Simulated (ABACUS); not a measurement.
**A series of single points on Fe**

System: Fe (Fmmm, 1 atom in the cell).
Method: Kohn-Sham DFT of a periodic cell, PBE, PseudoDojo NC SR 0.4.1 PBE standard, spin-polarised (ABACUS 3.10.1).

The 7 runs differ only in the geometry, by an even scaling of the cell at fixed fractional positions. The structure derives from a Materials Project entry.

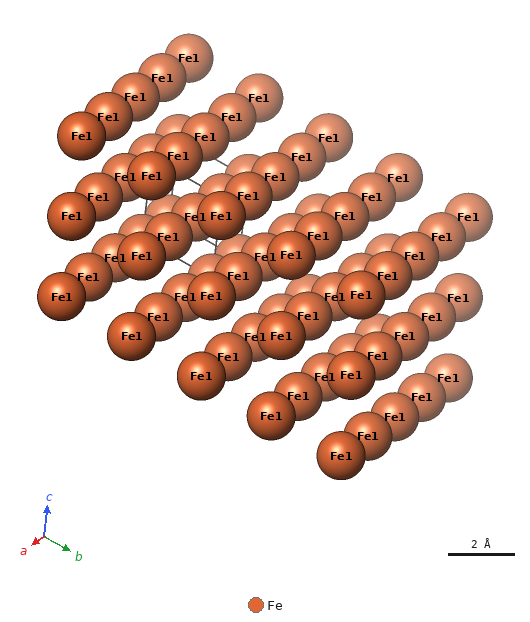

Figure 1. The structure of run 4 (spheres-only view of the reduced cell, repeated 4 × 4 × 2, seen slightly off an axis; atoms are numbered from 1 in the order of the input).

### Input file of run 4
```
INPUT_PARAMETERS
suffix              Fe
calculation         scf
basis_type          pw
pseudo_dir          ./
symmetry            1
dft_functional      pbe
ecutwfc             90
pseudo_rcut         10
nspin               2
nbands              14
ks_solver           dav
smearing_method     fd
smearing_sigma      0.00367493
scf_thr             1e-08
scf_nmax            100
mixing_type         broyden
mixing_beta         0.4
cal_force           1
cal_stress          1
kpar                4
```

### File STRU of run 4
```
ATOMIC_SPECIES
Fe 55.8450 Fe.upf

LATTICE_CONSTANT
1.8897261246

LATTICE_VECTORS
0.0000000000 1.9417396906 1.9651051623
1.4984397099 0.0000000000 1.9651051623
1.4984397099 1.9417396906 0.0000000000

ATOMIC_POSITIONS
Direct

Fe
0.0
1
0.0000000000 0.0000000000 0.0000000000 1 1 1 mag 3
```

### File KPT of run 4
```
K_POINTS
0
Gamma
13 13 13 0 0 0
```

Command:
```bash
OMP_NUM_THREADS=1 mpirun -np 4 abacus > log
```

Run 5 differs from it as follows:
```diff
-0.0000000000 1.9417396906 1.9651051623
-1.4984397099 0.0000000000 1.9651051623
-1.4984397099 1.9417396906 0.0000000000
+0.0000000000 1.9545992686 1.9781194830
+1.5083634409 0.0000000000 1.9781194830
+1.5083634409 1.9545992686 0.0000000000
```

### Results, with one run withheld

```tsv
run	volume per atom (Å³)	free energy per atom, from the lowest run given (meV)	pressure (GPa)
1	10.749	31.36	13.74
2	10.978	14.98	9.05
3	11.207	4.80	5.06
4	11.435	0.00	1.44
5	11.664	?	?
6	11.893	3.64	−3.30
7	12.121	8.81	−4.32
```

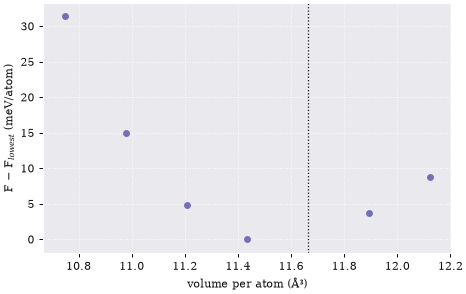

Figure 2. Free energy per atom of the runs given; the dotted line marks run 5.

Estimate the energy of run 5 from the others.

A cubic polynomial in V^(−2/3) (the Birch–Murnaghan form), fitted to the 6 runs given, misses them by at most 0.33 meV per atom. With x = V^(−2/3) − 0.19765 Å⁻², it reads F = 0.96862 + 1212.6 x + 3.1669e+05 x² + 5.7671e+06 x³ (meV per atom). At run 5 it gives 0.15 meV per atom, and the run itself gives 0.07. The slope of the fit gives a pressure −dF/dV of −1.15 GPa there, and the run prints −1.64 GPa. The two needn't agree exactly: the fit is approximate, and the printed stress is taken on a finite basis. The fit has its minimum at 11.558 Å³ per atom, where V d²F/dV² gives 133 GPa. Cell shape and fractional positions are held, so this is the stiffness under even scaling; the relaxed bulk modulus wasn't computed.

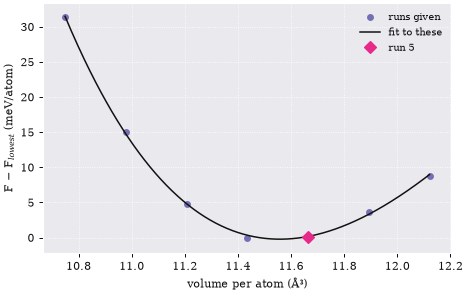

Figure 3. The fit and the withheld run.

### Some lines of the output (run 5)
```
[...]
                             Volume (A^3) = 11.664
 E_Fermi        1.3466094422         18.3215613948
 E_Fermi        1.3186216120         17.9407674293
 E_Fermi        1.3198986399         17.9581422854
 E_Fermi        1.3207402835         17.9695934339
 E_Fermi        1.3205065477         17.9664132956
 E_Fermi        1.3203129096         17.9637787132
 E_Fermi        1.3203157609         17.9638175071
 E_KS(sigma->0) -250.6768088573      -3410.6329569156
 E_Fermi        1.3203052657         17.9636747122
 final etot is -3410.6377196 eV
 EFERMI = 17.963674712 eV
 TOTAL-PRESSURE: -16.447168 KBAR
 !FINAL_ETOT_IS -3410.6377196398880187 eV
```
